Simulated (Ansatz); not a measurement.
System: O on a slab of content HfO₂.

Starting cell:
```
CELL_PARAMETERS angstrom
3.56660 0.00000 0.00000
-1.78330 3.08870 0.00000
0.00000 0.00000 24.28030
ATOMIC_POSITIONS crystal
O 0.00000 0.00000 0.35008
Hf 0.66667 0.33333 0.38006
O 0.33333 0.66667 0.41005
O 0.66667 0.33333 0.47002
Hf 0.33333 0.66667 0.49956
O 0.00000 0.00000 0.52990
O 0.33333 0.66667 0.58768
Hf 0.00000 0.00000 0.61756
O 0.66667 0.33333 0.64981
```

How it was computed, with Ansatz 0.2.0: adsorption at several starting sites on a slab cut from the named crystal, one adsorbate a surface cell, the lower planes held, the adsorption energy counts from the clean slab and the free, spin-polarised adsorbate, negative where bound, plane waves with PAW datasets, Γ-centred k mesh. Level: PBEsol, collinear spin.

- crystal formula: HfO2
- crystal space group number: 225
- Miller index h: 1
- Miller index k: 1
- Miller index l: 1
- top plane: O
- bottom plane: O
- planes: 9
- surface cell: (1, 1)
- slab thickness as cut: 7.28 Å
- vacuum: 17 Å
- surface area: 11.02 Å²
- wave cutoff: 420 eV
- k mesh: 9×9×1
- occupations: Gaussian
- smearing width: 0.05 eV
- boundary: dipole corrected
- adsorbate: O

Sites are named by a rule of distances and placed in fractions of the cell vectors a and b; the slab's top layers relax too; key: 1 = top site at (0.67, 0.33); 2 = bridge site at (0.83, 0.67); 3 = top site at (0.00, 0.00).

Describe the result: the adsorption energy of each starting site.

Among these starts the lowest is no. 2, at −2.751 eV; the next, no. 3, is 1.454 eV higher. In rising order: no. 2 (−2.751), no. 3 (−1.297), no. 1 (−1.152), in eV. The height over highest slab atom, in Å, is 1.447 for no. 1, 0.923 for no. 2 and 1.360 for no. 3. The lateral move, in Å, is 0.00 for no. 1, 0.01 for no. 2 and 0.00 for no. 3. The dipole change, in e Å, is −0.028 for no. 1, −0.129 for no. 2 and −0.096 for no. 3.

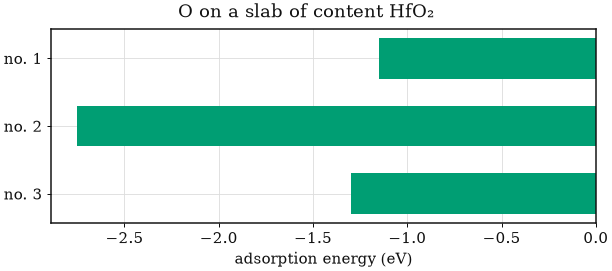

Limits of the calculation: a crossing between the sampled k points may be missed; odd k mesh can miss points on the zone edge; starting moments lost; xc potential rough in thin density.
